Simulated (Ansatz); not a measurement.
## Run report: Al, single-point calculation

- system: Al (Immm, 1 atom in the cell)
- method: DFT PBEsol, scalar-relativistic, plane waves, PAW, no spin polarisation (Ansatz 0.2.0)

The structure derives from an entry of the Crystallography Open Database. It belongs to a series of runs on one base structure; here: strain -0.1500 x Voigt [0, 0, 0, 0, 1, 0], atoms carried along. Figures and captions count atoms from 1; the log counts them from 0 in places.

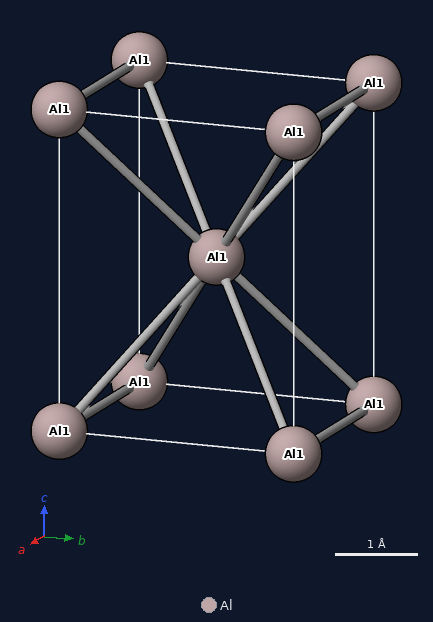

The structure as given in the input (ball-and-stick view of the cell 2 times as large as that of the calculation, set on its symmetry axes, seen slightly off an axis; atoms are numbered from 1 in the order of the input). An atom can appear more than once, as a periodic image.

### Summary

- outcome: converged
- space group (tolerance 0.01 Å): Immm (71)
- electrons treated: 3
- free energy: −524.5056 eV
- Fermi energy: 7.867 eV
- gap on the k-point mesh: none (metallic)
- pressure: 0.32 GPa
- largest force (length of the vector): under 0.001 eV/Å
- hardware: 1 thread of AMD EPYC (Zen 5), 32 GiB of memory available, shared host
- wall time: 3.5 s
- peak memory: 0.46 GiB

### The input
```yaml
crystal:
  lattice:
    - [-0.1517985, 2.02398, 2.02398]
    - [1.8721815, 0.0, 1.8721815]
    - [2.02398, 2.02398, -0.1517985]
  atoms:
    - { symbol: Al, position: [0.0, 0.0, 0.0] }
basis:
  ecutwfc: 420
kpoints:
  mp_grid: { grid: [20, 20, 20] }
hamiltonian:
  xc: pbesol
scf:
  occupations: { method: gaussian, width: 0.15 }
output:
  forces: true
  stress: true
  eigenvalues: true
  write_density: true
  write_potential: true
  elf: true
  volumetric_format: npy
```

Launch command:
```bash
ansatz run input.yaml --threads 1 --pin off --max-ram 2560MiB --backend cpu --events-out ev --progress --plain --runs-dir out
```

### What the program printed
```
Engine: ansatz 0.2.0, x86_64-unknown-linux-gnu
Pseudopotentials: kind: paw
Pseudopotential: Al, paw, valence charge 3, recommended cutoff 420 eV (normal), Al.paw.azcp
Functional definition: PBEsol
  exchange = pbesol_x
  correlation = pbesol_c
Crystal: 1 atoms, lattice volume = 16.489 Å³
Basis set: ecut = 420 eV, 323 PW (Γ), exchange–correlation on 40×36×40 points (8 copies of the dense FFT grid, shifted against one another)
Bands: 6, of which v1, the nominal top of the filled ones, is band 2 counted from 1 (1 counted from 0)
Symmetry: 8 space group operations
Space group: Immm (ITA 71), of the structure as read, at distance tolerance 2.5e-5 Å
k-points: 1166 of 8000
Non-local potential: Al, projectors of the file, l = 0: 2, l = 1: 2, l = 2: 1
PAW form: soft (Blöchl's): semilocal exchange-correlation on the pseudo side does not see the compensation charge
PAW frozen core: Al, regenerated for the run's functional, and the local potential with it (the file was generated under x = pbe(κ = 0.804, μ = 0.2195149727645171), c = pbe(β = 0.06672455060314922))
PAW one-centre angular grid: Al, 110 points (default); XC on 64 Gauss nodes
Initial density: superposition of atomic densities (neutral atoms: chi_scale 0, normalization atom), corrected by the library's trained network
Initial wavefunctions: pseudopotential atomic-orbital guess
Functional: x = pbesol(κ = 0.804, μ = 0.12345679012345678), c = pbesol(β = 0.046)
SCF iter   1: F=—  HF=-524.505656 eV  |F-HF|=—  |Δ(HF+E_count)|=         —  Δρ=1.05e-3  dr2=1.55e-4  ethr=1.77e-3  ⟨swp⟩=4.6  Hψ=60036  notcnv=0
preconditioner: auto → none  [metal: Δε(μ)=0.008 eV  Ē_g=13.215 eV  σ=0.150 eV  W_gap=0.03  n_scr=0 (ndim 8)  ℏωp=15.8 eV  f_vac=0.000  D(μ)=0.43/eV (n_scr^D=0)]
SCF iter   2: F=—  HF=-524.505633 eV  |F-HF|=—  |Δ(HF+E_count)|=   2.28e-5  Δρ=4.86e-4  dr2=2.96e-5  ethr=5.17e-6  ⟨swp⟩=1.4  Hψ=16837  notcnv=0
SCF iter   3: F=—  HF=-524.505626 eV  |F-HF|=—  |Δ(HF+E_count)|=   7.66e-6  Δρ=3.24e-5  dr2=1.17e-7  ethr=9.85e-7  ⟨swp⟩=1.0  Hψ=6515  notcnv=0
iter 4 did not close the SCF: its close was put off for the readings that it lacked (scf_convergence_deferred on its scf_iter line)
SCF iter   4: F=-524.505626 eV  HF=-524.505626 eV  |F-HF|=2.78e-10  |Δ(HF+E_count)|=   1.91e-8  Δρ=5.43e-6  dr2=3.73e-9  ethr=3.89e-9  ⟨swp⟩=1.9  Hψ=7871  notcnv=0
iter 5 did not close the SCF: its close was put off for the readings that it lacked (scf_convergence_deferred on its scf_iter line)
SCF iter   5: F=-524.505626 eV  HF=-524.505626 eV  |F-HF|=1.25e-11  |Δ(HF+E_count)|=  1.61e-11  Δρ=5.11e-7  dr2=3.79e-11  ethr=1.24e-10  ⟨swp⟩=1.1  Hψ=6598  notcnv=0
SCF iter   6: F=-524.505626 eV  HF=-524.505626 eV  |F-HF|=0.00e0  |Δ(HF+E_count)|=  5.91e-12  Δρ=1.96e-8  dr2=3.53e-14  ethr=1.26e-12  ⟨swp⟩=3.9  Hψ=26697  notcnv=0
SCF 1 converged in 6 iterations: F = -524.505626 eV  dr2 = 3.53e-14
  greatest PAW one-centre occupation: 0.453 electrons in one spin orbital (limit 2), on the Al atom at site 0 (counted from 0), in its partial waves of l = 0
```

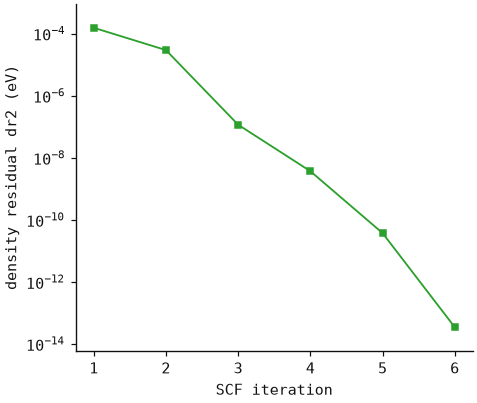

Convergence of the self-consistent field: density residual dr2 against the SCF iteration. The residual falls at every step.

```
SCF converged after 6 iterations
Free energy (F): -524.505626 eV
Harris-Foulkes:  -524.505626 eV  (|F-HF|=0.00e0)
Internal energy: -524.500790 eV  (E = F + TS)
E sigma→0 (E₀):  -524.503208 eV
Entropy (-TS):   -0.004836 eV (-4.836 meV/atom)
Fermi energy:    7.866625 eV
--- Per-component energies (eV) ---
  E_band       = 10.332567
  E_kinetic    = 22.955862
  E_local      = 9.438790  (includes V_loc(G=0)·N_el)
  E_nonlocal   = 10.470969
  E_hartree    = 0.156768
  E_xc         = -39.434900
  E_vxc        = -29.194233  (∫ρ·V_xc dr)
  E_paw        = -454.750817  (= ΣΔE_a)
  E_vpaw       = -3.652355  (= ΣTr[D̂ρ^β])
  E_aug_tail   = -0.000003  (compensation charges beyond the density's cutoff)
  E_ewald      = -73.356598
  E_core_change = 0.019139  (= ΣΔE_core)
  E_smearing   = -0.004836  (= −TS)
  E_closure    = 0.000000  (closes the sum)
  Σ components = -524.505626   (vs F -524.505626, Δ=0.00e0)
--- Forces (eV/Å), atoms counted from 1 ---
  atom   1  Al    -0.00000000     0.00000000    -0.00000000
  max |Σ_I F_I| component: 4.93e-32 eV/Å
--- Stress (GPa, compression-positive) ---
        1.306155       0.000000       5.985203
        0.000000      -1.658232       0.000000
        5.985203       0.000000       1.306155
  P = ⅓ Tr σ = 0.3180 GPa (3.180 kbar)
--- Band table (eV; the first three rows and the last of 1166) ---
  k-point 0: bands = ["-3.2487", "18.2535", "19.5435", "19.8547", "20.3322", "22.9581"]
  k-point 1: bands = ["-3.1872", "17.1892", "18.9639", "20.3171", "21.5065", "22.7587"]
  k-point 2: bands = ["-3.0029", "15.3781", "18.5896", "20.8648", "22.3651", "22.9783"]
  k-point 1165: bands = ["4.9445", "6.1843", "11.0151", "12.1281", "16.4482", "18.2588"]
```

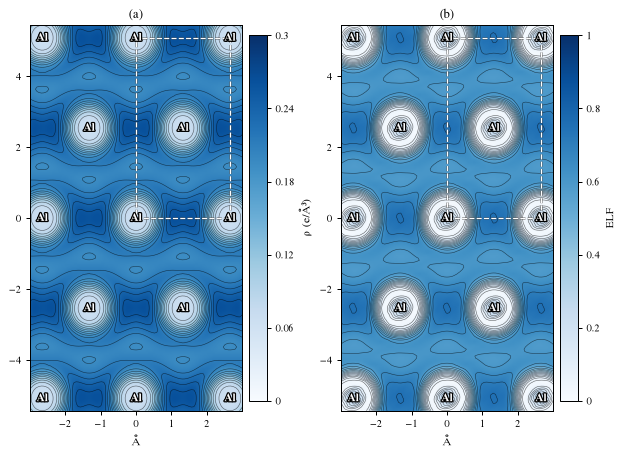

(a) valence pseudo-density; (b) electron localisation function on the (011) plane of the conventional cell. The section cuts through Al sites. Al–Al (2.65 Å): ρ at the midpoint is about 0.26 e/Å³; the ELF peaks at about 0.75 between the atoms (a shared electron pair). Al–Al (2.87 Å): the density is about 0.2 e/Å³ at the midpoint; the ELF is about 0.60 at the midpoint (nearly free electrons, as in a simple metal). Away from the nuclei the density in this plane falls to 0.19 e/Å³ at its lowest. The fields are those of the smooth PAW valence density.

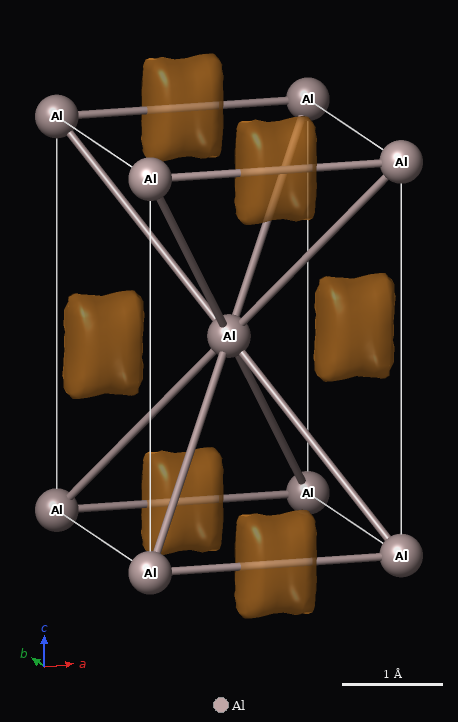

Isosurface of the ELF at 0.7 (orange), seen slightly off an axis. Only the valence region is drawn (cores and ρ < 0.01 e/Å³ removed). Sticks mark near contacts. The outline is the cell set on symmetry axes. The ELF exceeds this value in two regions between bonded Al–Al atoms (shared pairs), counted in one cell of 2 atoms. Along the contacts the grid gives the following. Al–Al (2.87 Å): the ELF peaks at about 0.65 between the atoms.
